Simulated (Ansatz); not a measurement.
## Re: band-structure calculation

- system: Re (2 atoms in the cell)
- method: DFT, PBE, PAW with Ansatz's default frozen-core files, scalar-relativistic, no spin polarisation (Ansatz 0.2.0)

It belongs to a series of runs on one base structure; here: volume scaled by 1, PAW files. Figures and captions count atoms from 1; the log counts them from 0 in places.

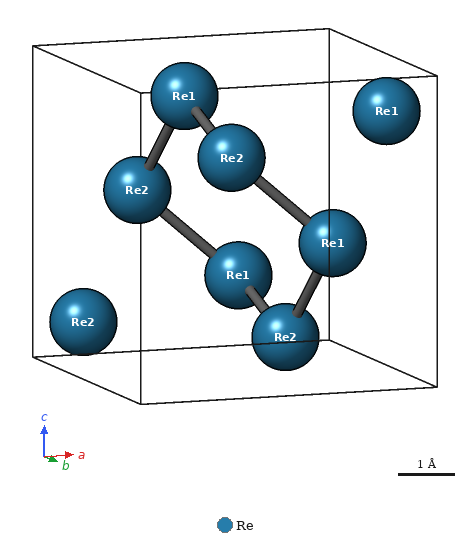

The structure (ball-and-stick view of the cell 4 times as large as that of the calculation, set on its symmetry axes, seen at an oblique angle; atoms are numbered from 1 in the order of the input). An atom can appear more than once, as a periodic image. Near neighbours in the periodic cell (some may lie outside the picture): Re has 4 Re at 2.45 Å.

Input:
```yaml
crystal:
  lattice:
    - [0.0, 2.8260376746, 2.8260376746]
    - [2.8260376746, 0.0, 2.8260376746]
    - [2.8260376746, 2.8260376746, 0.0]
  atoms:
    - { symbol: Re, position: [-0.125, -0.125, -0.125] }
    - { symbol: Re, position: [0.125, 0.125, 0.125] }
kpoints:
  mp_grid: { grid: [12, 12, 12] }
  band_path:
    path:
      - [0.0, 0.0, 0.0]
      - [0.5, 0.0, 0.5]
      - [0.625, 0.25, 0.625]
      - [0.375, 0.375, 0.75]
      - [0.0, 0.0, 0.0]
      - [0.5, 0.5, 0.5]
      - [0.5, 0.25, 0.75]
      - [0.5, 0.0, 0.5]
    npoints: 8
scf:
  occupations: { method: fermi_dirac, width: 0.1 }
hamiltonian:
  xc: pbe
  pseudopotentials: { kind: paw }
output:
  forces: true
  stress: true
  eigenvalues: true
  populations: true
  dos: { projected: true, de: 0.2, e_range: [-14, 8] }
  write_density: true
  write_potential: true
  elf: true
  volumetric_format: npy
```

Launch command:
```bash
ansatz run input.yaml --threads 1 --pin off --max-ram 2048MiB --backend cpu --events-out ev --progress --plain --runs-dir out
```

Log:
```
Engine: ansatz 0.2.0, aarch64-unknown-linux-gnu
Pseudopotentials: kind: paw
Pseudopotential: Re, paw, valence charge 15, recommended cutoff 420 eV (normal), Re.paw.azcp
Functional definition: PBE
  parameter kappa = 0.804
  parameter beta = 0.06672455060314922
  exchange = pbe_x(kappa = kappa, mu = beta*pi^2/3)
  correlation = pbe_c(beta = beta)
Crystal: 2 atoms, lattice volume = 45.140 Å³
Basis set: ecut = 420 eV, 893 PW (Γ), exchange–correlation on 54×54×54 points (8 copies of the dense FFT grid, shifted against one another)
Bands: 19, of which v1, the nominal top of the filled ones, is band 15 counted from 1 (14 counted from 0)
Symmetry: 48 space group operations
Space group: Fd-3m (ITA 227), of the structure as read, at distance tolerance 3.6e-5 Å
k-points: 72 of 1728
Non-local potential: Re, projectors of the file, l = 0: 3, l = 1: 2, l = 2: 2, l = 3: 1
PAW form: soft (Blöchl's): semilocal exchange-correlation on the pseudo side does not see the compensation charge
PAW one-centre angular grid: Re, 590 points (default); XC on 64 Gauss nodes
Initial density: superposition of atomic densities (neutral atoms: chi_scale 0, normalization atom), corrected by the library's trained network
Initial wavefunctions: pseudopotential atomic-orbital guess
Functional: x = pbe(κ = 0.804, μ = 0.2195149727645171), c = pbe(β = 0.06672455060314922)
SCF iter   1: F=—  HF=-21732.942970 eV  |F-HF|=—  |Δ(HF+E_count)|=         —  Δρ=5.22e-3  dr2=5.25e-3  ethr=1.77e-3  ⟨swp⟩=5.0  Hψ=5725  notcnv=0
preconditioner: auto → Kerker (q_TF=auto, 2.549 Å⁻¹)  [metal: Δε(μ)=0.019 eV  Ē_g=4.886 eV  σ=0.100 eV  W_gap=0.05  n_scr=14 (ndim 8)  ℏωp=20.7 eV  f_vac=0.000  D(μ)=1.47/eV (n_scr^D=14)]
SCF iter   2: F=—  HF=-21732.944481 eV  |F-HF|=—  |Δ(HF+E_count)|=   1.51e-3  Δρ=3.20e-3  dr2=2.26e-3  ethr=1.75e-5  ⟨swp⟩=1.9  Hψ=2172  notcnv=0
SCF iter   3: F=—  HF=-21732.945245 eV  |F-HF|=—  |Δ(HF+E_count)|=   7.64e-4  Δρ=5.09e-4  dr2=1.42e-4  ethr=7.53e-6  ⟨swp⟩=2.0  Hψ=1655  notcnv=0
SCF iter   4: F=—  HF=-21732.945287 eV  |F-HF|=—  |Δ(HF+E_count)|=   4.28e-5  Δρ=1.66e-4  dr2=2.17e-5  ethr=4.72e-7  ⟨swp⟩=2.1  Hψ=1706  notcnv=0
SCF iter   5: F=—  HF=-21732.945291 eV  |F-HF|=—  |Δ(HF+E_count)|=   4.00e-6  Δρ=4.96e-5  dr2=7.52e-7  ethr=7.22e-8  ⟨swp⟩=2.0  Hψ=1877  notcnv=0
SCF iter   6: F=-21732.945292 eV  HF=-21732.945292 eV  |F-HF|=1.20e-8  |Δ(HF+E_count)|=   4.41e-7  Δρ=8.41e-6  dr2=2.42e-8  ethr=3.33e-10  ⟨swp⟩=8.9  Hψ=8964  notcnv=0
SCF 1 converged in 6 iterations: F = -21732.945292 eV  dr2 = 2.42e-8
  greatest PAW one-centre occupation: 1.000 electrons in one spin orbital (limit 2), on the Re atom at site 1 (counted from 0), in its partial waves of l = 0
```

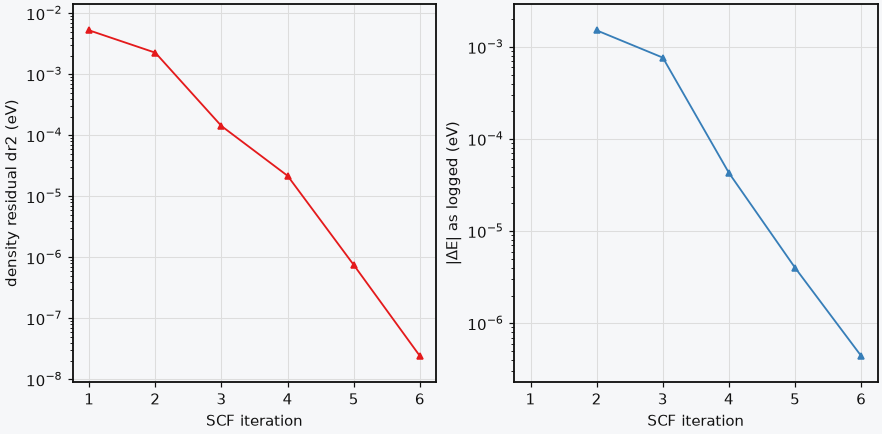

Convergence of the self-consistent field: density residual dr2 and size of the energy change against the SCF iteration. The residual falls at every step.

```
NSCF: frozen V_eff on 57 k-points
SCF converged after 6 iterations
Free energy (F): -21732.945292 eV
Harris-Foulkes:  -21732.945292 eV  (|F-HF|=1.20e-8)
Internal energy: -21732.897289 eV  (E = F + TS)
E sigma→0 (E₀):  -21732.921290 eV
Entropy (-TS):   -0.048003 eV (-24.001 meV/atom)
Fermi energy:    13.939810 eV
--- Per-component energies (eV) ---
  E_band       = -429.142093
  E_kinetic    = 1075.921663
  E_local      = -2687.165195  (includes V_loc(G=0)·N_el)
  E_nonlocal   = 104.809095
  E_hartree    = 984.287470
  E_xc         = -802.721485
  E_vxc        = -601.239107  (∫ρ·V_xc dr)
  E_paw        = -17320.172470  (= ΣΔE_a)
  E_vpaw       = -290.048731  (= ΣTr[D̂ρ^β])
  E_aug_tail   = -0.000155  (compensation charges beyond the density's cutoff)
  E_ewald      = -3087.856211
  E_smearing   = -0.048003  (= −TS)
  E_closure    = -0.000000  (closes the sum)
  Σ components = -21732.945292   (vs F -21732.945292, Δ=0.00e0)
--- Forces (eV/Å), atoms counted from 1 ---
  atom   1  Re     0.00000000     0.00000000    -0.00000000
  atom   2  Re    -0.00000000     0.00000000     0.00000000
  max |Σ_I F_I| component: 3.70e-17 eV/Å
--- Stress (GPa, compression-positive) ---
        0.001745      -0.000000      -0.000000
        0.000000       0.001745       0.000000
       -0.000000      -0.000000       0.001745
  P = ⅓ Tr σ = 0.0017 GPa (0.017 kbar)
--- Band table (eV; the first three rows and the last of 72) ---
  k-point 0: bands = ["-65.5515", "-65.2269", "-27.8086", "-27.8086", "-27.8086", "-26.8790", "-26.8790", "-26.8790", "7.1293", "10.9635", "10.9635", "11.7089", "11.7089", "11.7089", "14.5867", "14.5867", "14.5867", "18.0316", "18.0316"]
  k-point 1: bands = ["-65.5474", "-65.2311", "-27.8160", "-27.8160", "-27.8071", "-26.8811", "-26.8711", "-26.8711", "7.2563", "10.8916", "10.8916", "11.6886", "11.8356", "11.8356", "14.4082", "14.5652", "14.5652", "18.0147", "18.0147"]
  k-point 2: bands = ["-65.5357", "-65.2431", "-27.8355", "-27.8355", "-27.8031", "-26.8869", "-26.8503", "-26.8503", "7.6231", "10.7939", "10.7939", "11.6374", "12.0527", "12.0527", "13.9587", "14.5531", "14.5531", "17.9543", "17.9543"]
  k-point 71: bands = ["-65.3903", "-65.3903", "-28.0107", "-28.0107", "-27.3496", "-27.3496", "-26.6673", "-26.6673", "10.1138", "10.1138", "11.3656", "11.3656", "13.1151", "13.1151", "13.1202", "13.1202", "17.7545", "17.7545", "18.0768"]
--- Löwdin populations: 2 sites ---
  site symbol       q [e]
     0     Re     14.8945
     1     Re     14.8945
  spilling = 0.007034 (of n_electrons = 30.000000)
```

File dos.tsv:
```
# E-E_F[eV]	g_bin_mean(E)[states/eV]	N(E)
# format = ansatz-dos/2
# fermi_ev = 13.939810
# fermi_mp_grid = 12 12 12
# fermi_mp_shift = 0 0 0
# tetrahedron_fermi_ev = 13.896787
# g_bin_mean(E): the states in a bin one row spacing wide, centred on E, divided by that spacing. States that the method places at a single energy (under output.dos.method: tetrahedron, those of a tetrahedron whose four corners have one energy) are counted whole in the row whose bin holds that energy (on the edge of two bins, in the lower row). The sum of g_bin_mean over a run of rows, times the row spacing, is the number of states from half a spacing under the first of them to half a spacing over the last (a plain sum, not the trapezoid rule).
-14.000000	0.000000e0	1.600000e1
-13.800000	0.000000e0	1.600000e1
-13.600000	0.000000e0	1.600000e1
-13.400000	0.000000e0	1.600000e1
-13.200000	0.000000e0	1.600000e1
-13.000000	0.000000e0	1.600000e1
-12.800000	0.000000e0	1.600000e1
-12.600000	0.000000e0	1.600000e1
-12.400000	0.000000e0	1.600000e1
-12.200000	0.000000e0	1.600000e1
-12.000000	0.000000e0	1.600000e1
-11.800000	0.000000e0	1.600000e1
-11.600000	0.000000e0	1.600000e1
-11.400000	0.000000e0	1.600000e1
-11.200000	0.000000e0	1.600000e1
-11.000000	0.000000e0	1.600000e1
-10.800000	0.000000e0	1.600000e1
-10.600000	0.000000e0	1.600000e1
-10.400000	0.000000e0	1.600000e1
-10.200000	0.000000e0	1.600000e1
-10.000000	0.000000e0	1.600000e1
-9.800000	0.000000e0	1.600000e1
-9.600000	0.000000e0	1.600000e1
-9.400000	0.000000e0	1.600000e1
-9.200000	0.000000e0	1.600000e1
-9.000000	0.000000e0	1.600000e1
-8.800000	0.000000e0	1.600000e1
-8.600000	0.000000e0	1.600000e1
-8.400000	0.000000e0	1.600000e1
-8.200000	0.000000e0	1.600000e1
-8.000000	0.000000e0	1.600000e1
-7.800000	0.000000e0	1.600000e1
-7.600000	0.000000e0	1.600000e1
-7.400000	0.000000e0	1.600000e1
-7.200000	0.000000e0	1.600000e1
-7.000000	0.000000e0	1.600000e1
-6.800000	1.136817e-2	1.600000e1
-6.600000	8.592133e-2	1.600975e1
-6.400000	1.342296e-1	1.603206e1
-6.200000	1.690863e-1	1.606222e1
-6.000000	2.066626e-1	1.610001e1
-5.800000	2.390143e-1	1.614451e1
-5.600000	2.755243e-1	1.619585e1
-5.400000	3.142890e-1	1.625478e1
-5.200000	3.567108e-1	1.632177e1
-5.000000	4.043424e-1	1.639771e1
-4.800000	4.696302e-1	1.648451e1
-4.600000	5.557508e-1	1.658645e1
-4.400000	6.968797e-1	1.670898e1
-4.200000	1.049860e0	1.688278e1
-4.000000	2.902646e0	1.713136e1
-3.800000	3.896480e0	1.809669e1
-3.600000	4.067859e0	1.876112e1
-3.400000	3.156742e0	1.956125e1
-3.200000	2.628216e0	1.992388e1
-3.000000	4.148266e0	2.077858e1
-2.800000	4.002232e0	2.156393e1
-2.600000	5.053086e0	2.244183e1
-2.400000	4.559174e0	2.348058e1
-2.200000	4.504268e0	2.422048e1
-2.000000	3.403899e0	2.515123e1
-1.800000	3.087650e0	2.578024e1
-1.600000	2.909042e0	2.634983e1
-1.400000	2.887659e0	2.696114e1
-1.200000	2.103054e0	2.746379e1
-1.000000	2.164046e0	2.782266e1
-0.800000	2.672339e0	2.834499e1
-0.600000	2.862260e0	2.891789e1
-0.400000	2.015240e0	2.941915e1
-0.200000	1.523827e0	2.975585e1
0.000000	1.196648e0	3.004838e1
0.200000	9.651682e-1	3.023198e1
0.400000	1.330862e0	3.045495e1
0.600000	2.342960e0	3.081493e1
0.800000	2.296645e0	3.130431e1
1.000000	1.998754e0	3.173753e1
1.200000	1.375671e0	3.207785e1
1.400000	1.724025e0	3.232131e1
1.600000	2.847484e0	3.284940e1
1.800000	1.302259e0	3.326799e1
2.000000	7.200016e-1	3.345945e1
2.200000	7.405528e-1	3.358446e1
2.400000	1.231809e0	3.378746e1
2.600000	1.501314e0	3.406120e1
2.800000	1.764566e0	3.438779e1
3.000000	2.086763e0	3.476831e1
3.200000	2.306200e0	3.523872e1
3.400000	1.626079e0	3.561339e1
3.600000	1.509678e0	3.595109e1
3.800000	1.620407e0	3.620497e1
4.000000	2.775832e0	3.666882e1
4.200000	3.579781e0	3.727479e1
4.400000	1.632147e0	3.798661e1
4.600000	7.139179e-3	3.800000e1
4.800000	0.000000e0	3.800000e1
5.000000	0.000000e0	3.800000e1
5.200000	0.000000e0	3.800000e1
5.400000	0.000000e0	3.800000e1
5.600000	0.000000e0	3.800000e1
5.800000	0.000000e0	3.800000e1
6.000000	0.000000e0	3.800000e1
6.200000	0.000000e0	3.800000e1
6.400000	0.000000e0	3.800000e1
6.600000	0.000000e0	3.800000e1
6.800000	0.000000e0	3.800000e1
7.000000	0.000000e0	3.800000e1
7.200000	0.000000e0	3.800000e1
7.400000	0.000000e0	3.800000e1
7.600000	0.000000e0	3.800000e1
7.800000	0.000000e0	3.800000e1
8.000000	0.000000e0	3.800000e1
```

File populations.tsv:
```
# site	symbol	l	j	q
# orbitals = lowdin
# n_electrons = 30.000000
# spilling = 0.007034
0	Re	0_5S	-	1.965552
0	Re	0_6S	-	1.088282
0	Re	1_5P	-	5.973762
0	Re	2_5D	-	5.866887
1	Re	0_5S	-	1.965552
1	Re	0_6S	-	1.088282
1	Re	1_5P	-	5.973762
1	Re	2_5D	-	5.866887
```

File rho_z.tsv:
```
# z_ang	rho[e/angstrom^3]
# format = ansatz-planar-average/11
# lattice	0.000000000	2.826037675	2.826037675
# lattice	2.826037675	0.000000000	2.826037675
# lattice	2.826037675	2.826037675	0.000000000
# sites	2
# site	75	-0.706509419	-0.706509419	-0.706509419
# site	75	0.706509419	0.706509419	0.706509419
0.000000	1.232544e0
0.148023	1.211694e0
0.296046	1.158972e0
0.444069	1.091905e0
0.592092	1.014452e0
0.740115	9.131510e-1
0.888138	7.766574e-1
1.036161	6.152764e-1
1.184184	4.577850e-1
1.332207	3.313959e-1
1.480230	2.468279e-1
1.628253	1.985800e-1
1.776276	1.744608e-1
1.924299	1.646102e-1
2.072322	1.646102e-1
2.220345	1.744608e-1
2.368368	1.985800e-1
2.516391	2.468279e-1
2.664414	3.313959e-1
2.812437	4.577850e-1
2.960460	6.152764e-1
3.108483	7.766574e-1
3.256506	9.131510e-1
3.404529	1.014452e0
3.552552	1.091905e0
3.700575	1.158972e0
3.848598	1.211694e0
```

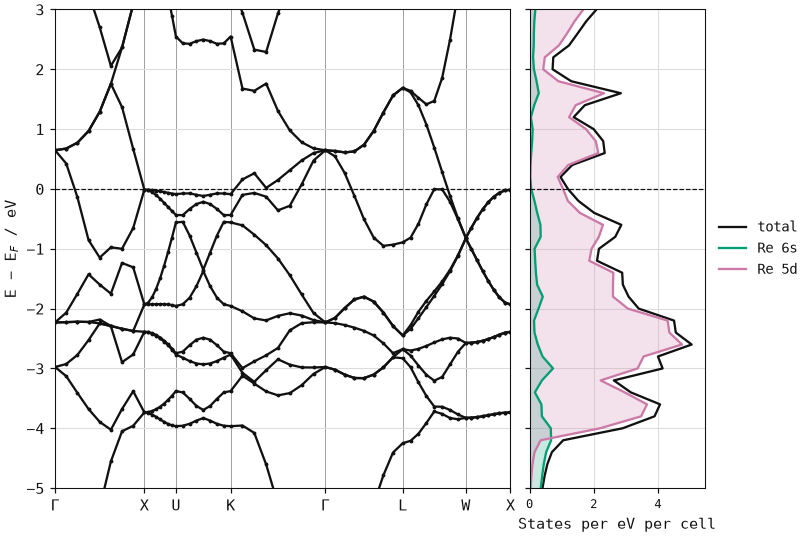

Band structure along Γ–X–U–K–Γ–L–W–X and density of states (projected on Löwdin-orthogonalised atomic shells), with energies from the Fermi level. Bands cross the Fermi level: a metal at this level of theory.

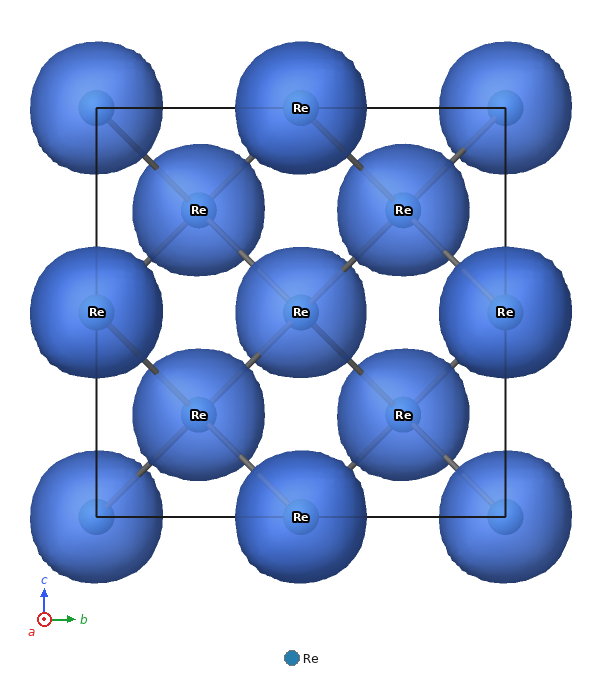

Isosurface of the valence electron density at 1 e/Å³ (blue), seen along the a axis. Sticks mark near contacts. The outline is the cell set on symmetry axes. At this value the density breaks into separate islands; it holds about 65 % of the electrons treated as valence (semicore included). It is pinched off along the Re–Re (2.45 Å) contacts. On the grid the lowest density along these lines, outside the cores, is 0.81 e/Å³ (Re–Re, 2.45 Å). In a PAW calculation such maps are meaningful between the atoms, not at the nuclei.

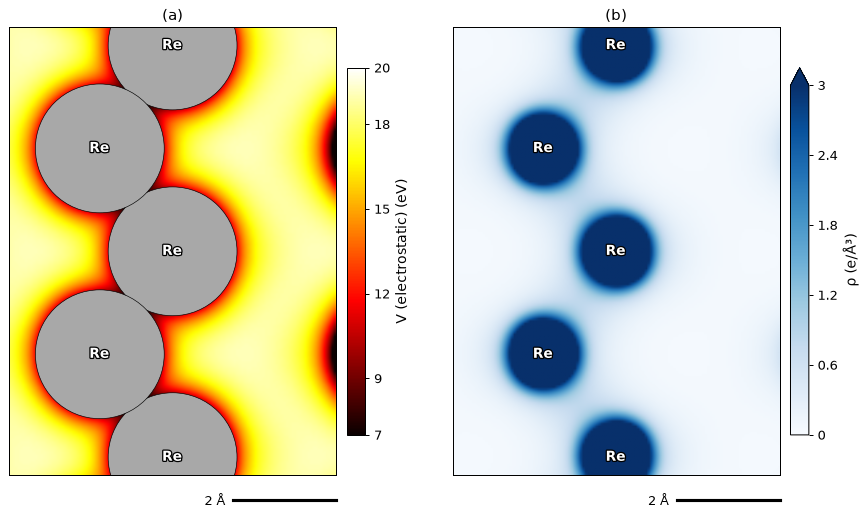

(a) electrostatic potential (local pseudopotential plus Hartree) felt by an electron; (b) valence electron density on the (110) plane of the conventional cell. Grey discs, where drawn, cover atomic cores. The section cuts through Re sites. Re–Re (2.45 Å): ρ is about 0.81 e/Å³ halfway. Away from the nuclei the density in this plane falls to 0.04 e/Å³ at its lowest. Outside the cores the potential energy rises away from the atoms and is highest about 2.4 Å from the nearest atoms; outside the discs it spans about 11 eV, and its zero is arbitrary.

Results in brief:

```json
{"quantity": "outcome", "value": "converged"}
{"quantity": "space group (tolerance 0.01 Å)", "value": "Fd-3m (227)"}
{"quantity": "electrons treated", "value": "30"}
{"quantity": "free energy", "value": "−21732.9453 eV"}
{"quantity": "Fermi energy", "value": "13.940 eV"}
{"quantity": "pressure", "value": "0.00 GPa"}
{"quantity": "electronic character", "value": "metal"}
{"quantity": "largest force (length of the vector)", "value": "under 0.001 eV/Å"}
{"quantity": "hardware", "value": "1 thread of Arm Neoverse V2, 24 GiB of memory available, shared host"}
{"quantity": "wall time", "value": "4 s"}
{"quantity": "peak memory", "value": "0.32 GiB"}
```

Spin–orbit coupling is left out, which matters for Re.
